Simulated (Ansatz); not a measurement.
A structure file:

```
W S
1.0
     3.12548    0.00000    0.00000
    -1.56274    2.70675    0.00000
     0.00000    0.00000   16.95311
W S
1 2
Cartesian
  -0.0036 1.8222 8.4268
  1.5562 0.9552 7.0783
  1.5728 0.8316 9.8748
```

Q: Describe what this structure looks like.

A: The material is WS2. Counting shared atoms by their share gives 1 W, 2 S, or 3 atoms. The polyhedra are WS6 trigonal prisms; they share edges. W is coordinated by six S in a distorted trigonal prismatic arrangement at 2.24 to 2.36 Å. Each S has three W in a trigonal pyramidal arrangement at 2.24 to 2.36 Å. Not all metal-metal contacts are counted. The bonds build WS2 layers parallel to (001).

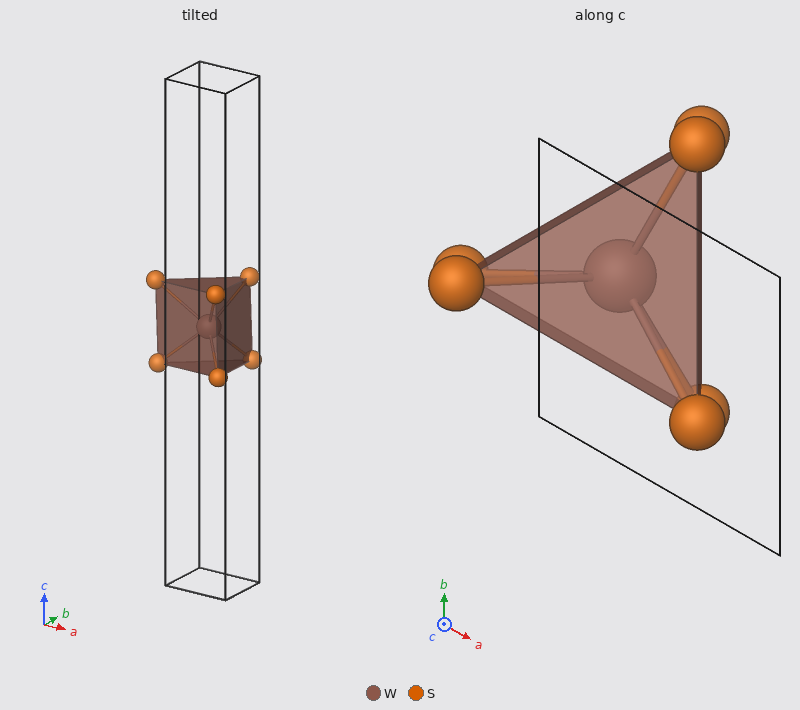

The crystal in a polyhedral representation, seen slightly off an axis and along the c axis. The wireframe shows the simulation cell. Some neighbours outside the box are added.

Origin of the cell: a structure listed in the Materials Project. The cell was then strained or its atoms displaced on purpose. It was run through Ansatz as a DFT input.

At this level of theory the cell isn't at rest (compressed, at 8 GPa and forces up to 5.4 eV/Å), so its distances can differ from those at equilibrium, the more so the softer the solid.
